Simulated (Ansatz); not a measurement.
## What a change does: single-point calculation on Ir

System: Ir (1 atom in the cell).
Method of run 1: DFT PBE, scalar-relativistic, plane waves, PAW, no spin polarisation (Ansatz 0.2.0).

The structure derives from an entry of the Crystallography Open Database. Text and figures count atoms from 1; the logs count them from 0 in places.

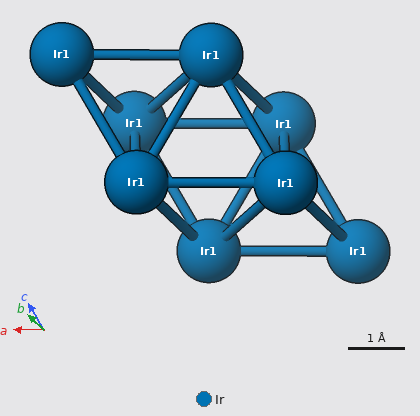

Fig. 1: The structure (ball-and-stick view of the reduced cell, seen at an oblique angle; atoms are numbered from 1 in the order of the input). An atom can appear more than once, as a periodic image. Near neighbours in the periodic cell (some may lie outside the picture): Ir has 12 Ir at 2.69 to 2.74 Å.

**The input, run 1**
```yaml
crystal:
  lattice:
    - [0.01439775, 1.9197, 1.9197]
    - [1.9197, 0.01439775, 1.9197]
    - [1.93409775, 1.93409775, 0.0]
  atoms:
    - { symbol: Ir, position: [0.0, 0.0, 0.0] }
basis:
  ecutwfc: 420
kpoints:
  mp_grid: { grid: [22, 22, 22] }
hamiltonian:
  xc: pbe
scf:
  occupations: { method: gaussian, width: 0.15 }
output:
  forces: true
  stress: true
  eigenvalues: true
```

Command:
```bash
ansatz run input.yaml --threads 1 --pin off --max-ram 2560MiB --backend cpu --events-out ev --progress --plain --runs-dir out
```

Hardware: 1 thread of Intel Xeon @ 2.50GHz (Skylake/Cascade Lake), 189 GiB of memory available, shared host.

**Output, shortened to warnings, some set-up lines, iterations and results (run 1)**
```
Basis set: ecut = 420 eV, 283 PW (Γ), exchange–correlation on 40×40×40 points (8 copies of the dense FFT grid, shifted against one another)
Symmetry: 8 space group operations
k-points: 1530 of 10648
Initial density: superposition of atomic densities (neutral atoms: chi_scale 0, normalization atom), corrected by the library's trained network
[...]
SCF iter   1: F=—  HF=-11935.298485 eV  |F-HF|=—  |Δ(HF+E_count)|=         —  Δρ=4.01e-3  dr2=3.22e-4  ethr=1.77e-3  ⟨swp⟩=5.0  Hψ=96223  notcnv=0
SCF iter   2: F=—  HF=-11935.299140 eV  |F-HF|=—  |Δ(HF+E_count)|=   6.55e-4  Δρ=2.08e-3  dr2=8.74e-5  ethr=1.89e-6  ⟨swp⟩=2.2  Hψ=40269  notcnv=0
SCF iter   3: F=—  HF=-11935.299434 eV  |F-HF|=—  |Δ(HF+E_count)|=   2.94e-4  Δρ=4.84e-4  dr2=2.80e-5  ethr=5.14e-7  ⟨swp⟩=2.0  Hψ=26499  notcnv=0
SCF iter   4: F=—  HF=-11935.299427 eV  |F-HF|=—  |Δ(HF+E_count)|=   6.51e-6  Δρ=9.51e-5  dr2=1.02e-6  ethr=1.65e-7  ⟨swp⟩=2.4  Hψ=27593  notcnv=0
SCF iter   5: F=-11935.299427 eV  HF=-11935.299427 eV  |F-HF|=2.44e-8  |Δ(HF+E_count)|=   2.95e-7  Δρ=2.74e-5  dr2=5.85e-8  ethr=6.03e-9  ⟨swp⟩=2.4  Hψ=25515  notcnv=0
SCF iter   6: F=-11935.299427 eV  HF=-11935.299427 eV  |F-HF|=1.82e-11  |Δ(HF+E_count)|=   1.13e-8  Δρ=8.62e-7  dr2=3.59e-11  ethr=3.44e-10  ⟨swp⟩=3.1  Hψ=69069  notcnv=0
SCF 1 converged in 6 iterations: F = -11935.299427 eV  dr2 = 3.59e-11
SCF converged after 6 iterations
Free energy (F): -11935.299427 eV
Harris-Foulkes:  -11935.299427 eV  (|F-HF|=1.82e-11)
Internal energy: -11935.287174 eV  (E = F + TS)
E sigma→0 (E₀):  -11935.293301 eV
Entropy (-TS):   -0.012253 eV (-12.253 meV/atom)
Fermi energy:    25.796772 eV
--- Per-component energies (eV) ---
  E_band       = -82.444833
  E_kinetic    = 623.546171
  E_local      = -1063.803503  (includes V_loc(G=0)·N_el)
  E_nonlocal   = 72.597228
  E_hartree    = 408.803046
  E_xc         = -268.261658
  E_vxc        = -300.498668  (∫ρ·V_xc dr)
  E_paw        = -9223.430539  (= ΣΔE_a)
  E_vpaw       = -231.892334  (= ΣTr[D̂ρ^β])
  E_aug_tail   = 0.000054  (compensation charges beyond the density's cutoff)
  E_ewald      = -2484.737973
  E_smearing   = -0.012253  (= −TS)
  E_closure    = 0.000000  (closes the sum)
  Σ components = -11935.299427   (vs F -11935.299427, Δ=0.00e0)
--- Forces (eV/Å), atoms counted from 1 ---
  atom   1  Ir     0.00000000     0.00000000     0.00000000
  max |Σ_I F_I| component: 0.00e0 eV/Å
--- Stress (GPa, compression-positive) ---
        9.300805      -4.211163       0.000000
       -4.211163       9.300805       0.000000
        0.000000       0.000000       9.128417
  P = ⅓ Tr σ = 9.2433 GPa (92.433 kbar)
```

The input of run 2 differs as follows (lines with − go, lines with + come):
```diff
-    - [0.01439775, 1.9197, 1.9197]
-    - [1.9197, 0.01439775, 1.9197]
-    - [1.93409775, 1.93409775, 0.0]
+    - [-0.019197, 1.9197, 1.9197]
+    - [1.9197, -0.019197, 1.9197]
+    - [1.900503, 1.900503, 0.0]
```

How does run 2 compare with run 1?

With the same functional and potentials, run 2 lies 2.2 meV per atom higher. The number of SCF iterations is the same.

**Output, shortened to warnings, some set-up lines, iterations and results (run 2)**
```
Basis set: ecut = 420 eV, 283 PW (Γ), exchange–correlation on 40×40×36 points (8 copies of the dense FFT grid, shifted against one another)
Symmetry: 8 space group operations
k-points: 1530 of 10648
Initial density: superposition of atomic densities (neutral atoms: chi_scale 0, normalization atom), corrected by the library's trained network
[...]
SCF iter   1: F=—  HF=-11935.296265 eV  |F-HF|=—  |Δ(HF+E_count)|=         —  Δρ=4.02e-3  dr2=3.23e-4  ethr=1.77e-3  ⟨swp⟩=5.0  Hψ=96508  notcnv=0
SCF iter   2: F=—  HF=-11935.296933 eV  |F-HF|=—  |Δ(HF+E_count)|=   6.68e-4  Δρ=2.08e-3  dr2=8.75e-5  ethr=1.90e-6  ⟨swp⟩=2.2  Hψ=40576  notcnv=0
SCF iter   3: F=—  HF=-11935.297228 eV  |F-HF|=—  |Δ(HF+E_count)|=   2.95e-4  Δρ=4.73e-4  dr2=2.71e-5  ethr=5.15e-7  ⟨swp⟩=2.0  Hψ=26498  notcnv=0
SCF iter   4: F=—  HF=-11935.297222 eV  |F-HF|=—  |Δ(HF+E_count)|=   6.57e-6  Δρ=9.31e-5  dr2=9.59e-7  ethr=1.60e-7  ⟨swp⟩=2.4  Hψ=27541  notcnv=0
SCF iter   5: F=-11935.297222 eV  HF=-11935.297222 eV  |F-HF|=2.42e-8  |Δ(HF+E_count)|=   2.74e-7  Δρ=2.77e-5  dr2=5.87e-8  ethr=5.64e-9  ⟨swp⟩=2.3  Hψ=25441  notcnv=0
SCF iter   6: F=-11935.297222 eV  HF=-11935.297222 eV  |F-HF|=3.09e-11  |Δ(HF+E_count)|=   1.14e-8  Δρ=8.84e-7  dr2=4.52e-11  ethr=3.45e-10  ⟨swp⟩=3.1  Hψ=68867  notcnv=0
SCF 1 converged in 6 iterations: F = -11935.297222 eV  dr2 = 4.52e-11
SCF converged after 6 iterations
Free energy (F): -11935.297222 eV
Harris-Foulkes:  -11935.297222 eV  (|F-HF|=3.09e-11)
Internal energy: -11935.284968 eV  (E = F + TS)
E sigma→0 (E₀):  -11935.291095 eV
Entropy (-TS):   -0.012253 eV (-12.253 meV/atom)
Fermi energy:    25.798225 eV
--- Per-component energies (eV) ---
  E_band       = -82.423738
  E_kinetic    = 623.555842
  E_local      = -1063.847475  (includes V_loc(G=0)·N_el)
  E_nonlocal   = 72.600027
  E_hartree    = 408.831848
  E_xc         = -268.263741
  E_vxc        = -300.501454  (∫ρ·V_xc dr)
  E_paw        = -9223.432308  (= ΣΔE_a)
  E_vpaw       = -231.894648  (= ΣTr[D̂ρ^β])
  E_aug_tail   = 0.000054  (compensation charges beyond the density's cutoff)
  E_ewald      = -2484.729216
  E_smearing   = -0.012253  (= −TS)
  E_closure    = 0.000000  (closes the sum)
  Σ components = -11935.297222   (vs F -11935.297222, Δ=0.00e0)
--- Forces (eV/Å), atoms counted from 1 ---
  atom   1  Ir    -0.00000000     0.00000000     0.00000000
  max |Σ_I F_I| component: 9.86e-32 eV/Å
--- Stress (GPa, compression-positive) ---
        9.434689       5.614269      -0.000000
        5.614269       9.434689      -0.000000
       -0.000000      -0.000000       9.127939
  P = ⅓ Tr σ = 9.3324 GPa (93.324 kbar)
```

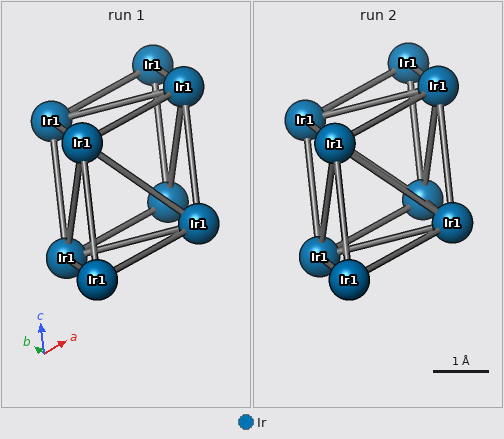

Fig. 2: The two input geometries at one scale (ball-and-stick view of the reduced cell, seen slightly off an axis). No atom moves by more than 0.005 Å relative to the cell. The drawn cell changes at constant volume: a 2.695 → 2.742 Å (+1.8 %), b = c stay at 2.715 Å, α 60.5° → 59.3°, β 60.2° → 59.7°, γ 60.2° → 59.7°. Among the contacts that change: Ir1–Ir1 2.735 → 2.688 Å.

**The two runs side by side**

| quantity | run 1 | run 2 |
| --- | --- | --- |
| outcome | converged | converged |
| free energy per atom (eV) | −11935.2994 | −11935.2972 |
| energy per atom, smearing taken to zero (eV) | −11935.2933 | −11935.2911 |
| gap on the mesh (eV) | 0.00 | 0.00 |
| pressure (GPa) | 9.24 | 9.33 |
| largest force (eV/Å) | 0.000 | 0.000 |
| SCF iterations | 6 | 6 |
| irreducible k-points | 1530 | 1530 |
| plane waves at Γ | 283 | 283 |
| wall time (shared host) | 33 s | 31 s |

For both runs: Spin–orbit coupling is left out, which matters for Ir. For run 1: The cell is under a pressure of 9.2 GPa at this level, so it is not at its equilibrium volume. For run 2: The cell is under a pressure of 9.3 GPa at this level, so it is not at its equilibrium volume.
